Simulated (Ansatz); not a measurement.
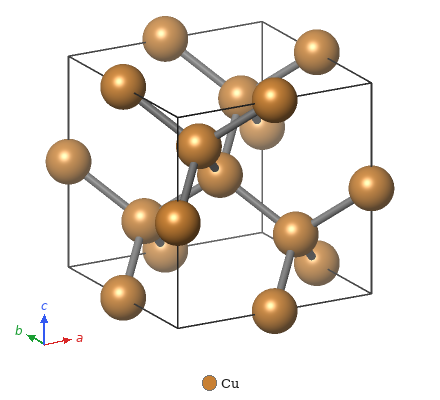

Cu (Fd-3m, No. 227): the input geometry of a calculation; the starting structure was generated, so it need not be a known form of this composition.

```cif
data_structure
_symmetry_space_group_name_H-M 'Fd-3m:1'
_symmetry_Int_Tables_number 227
_cell_length_a 5.4702
_cell_length_b 5.4702
_cell_length_c 5.4702
_cell_angle_alpha 90.000
_cell_angle_beta 90.000
_cell_angle_gamma 90.000
_cell_volume 163.68
loop_
_atom_site_label
_atom_site_type_symbol
_atom_site_symmetry_multiplicity
_atom_site_Wyckoff_symbol
_atom_site_fract_x
_atom_site_fract_y
_atom_site_fract_z
_atom_site_occupancy
Cu1 Cu 8 b 0.25000 0.25000 0.75000 1
```

What will an iDPC-like image along [111] show? Simulated as the projected potential of neutral atoms (B = 0.5 Å²) blurred by a 1.03 Å probe, the thin-sample limit of integrated differential phase contrast. A slight drift and the speckle of an amorphous layer were added.

Answer. The columns repeat on a hexagonal net with a repeat of 2.23 Å (plane group p6mm). All columns are alike (Cu). The shortest distance between visible columns is 2.23 Å in projection. Along the beam the structure repeats every 9.47 Å.

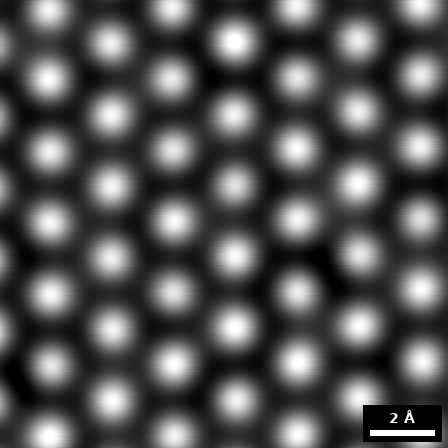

The simulated image.
